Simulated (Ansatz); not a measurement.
# Cd7Se8 (cell charge −2, with a compensating background) (cell with a defect): what the fields show

```
Cd Se
1.0
     2.19190   -3.79648    7.15294
     2.19190   -3.79648   -7.15294
     4.38379    7.59295    0.00000
Cd Se
7 8
Direct
  0.68190 0.66625 0.32745
  0.16734 0.16403 0.83137
  0.67540 0.67070 0.84610
  0.16121 0.14556 0.32745
  0.08708 0.59889 0.18597
  0.55624 0.07449 0.65793
  0.08343 0.60169 0.65793
  0.83942 0.45397 0.32352
  0.36955 0.98410 0.32352
  0.85848 0.47555 0.83403
  0.36311 0.98796 0.85107
  0.76527 0.90276 0.16803
  0.27235 0.39762 0.16997
  0.76512 0.89354 0.66449
  0.27095 0.39937 0.66449
```

These are results of DFT PBE, scalar-relativistic, plane waves, PAW in Ansatz 0.2.0, not measurements.

The density is the valence pseudo-density of a PAW calculation; it isn't the true density close to the nuclei.

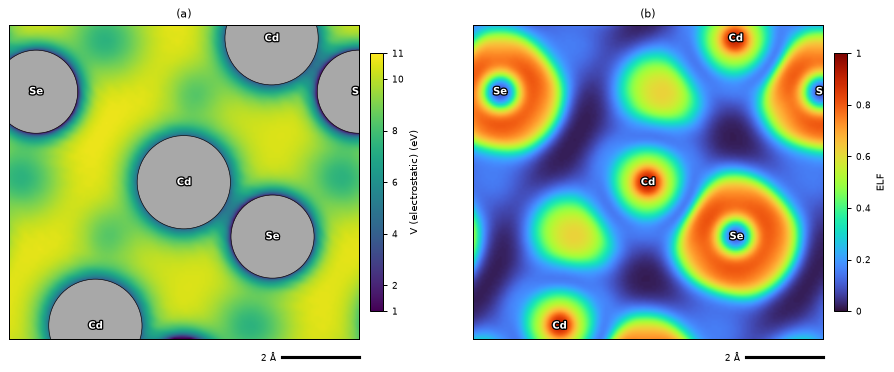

Figure 1. (a) electrostatic potential energy of an electron; (b) ELF on the (001) plane of the calculation cell. Grey discs cover the atomic cores in the potential map.

Read the bonding off the picture.

Answer. Atoms in the plane: Cd and Se. Cd–Se (2.66 Å): the ELF is about 0.40 at the midpoint and 0.15 at its lowest between the atoms. Cd–Se (2.71 Å): the ELF is about 0.40 at the midpoint and 0.15 at its lowest between the atoms. The features right at Cd lie inside the PAW spheres, where the map follows smoothed inner orbitals and isn't to be read closely. Outside the cores the potential energy rises away from the atoms and is highest about 2.0 Å from the nearest atoms; its zero is arbitrary.

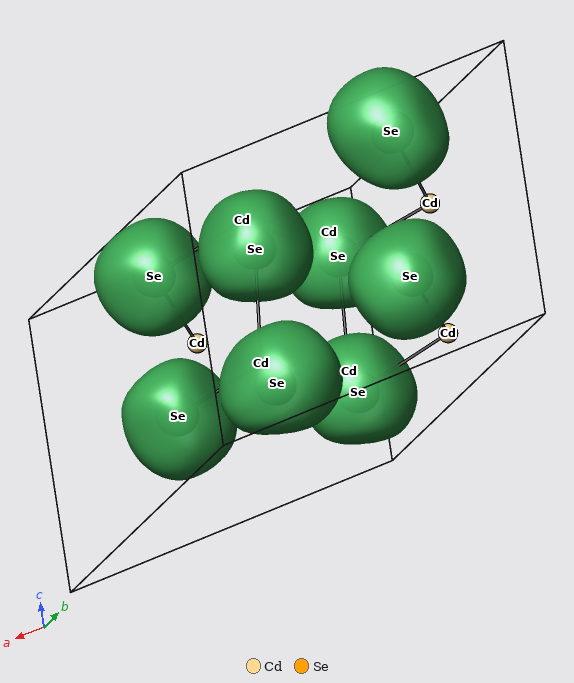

Figure 2. Isosurface of the electron localisation function at 0.6 (green), seen at an oblique angle. Only the valence region is drawn (cores and ρ < 0.01 e/Å³ removed). Sticks mark near contacts.

Where are the electrons localised?

Answer. The surface consists of eight regions wrapped around Se (the valence shell of each), counted in one cell of 15 atoms. Regions shared between cells count once.


Cd–Se (2.64 Å): the ELF is about 0.40 at the midpoint.

Does the calculation give a band gap?

Answer. It is gapped, with a Kohn–Sham gap of 0.70 eV on the k-point mesh (the band edges may lie off the mesh, which would make the gap smaller).
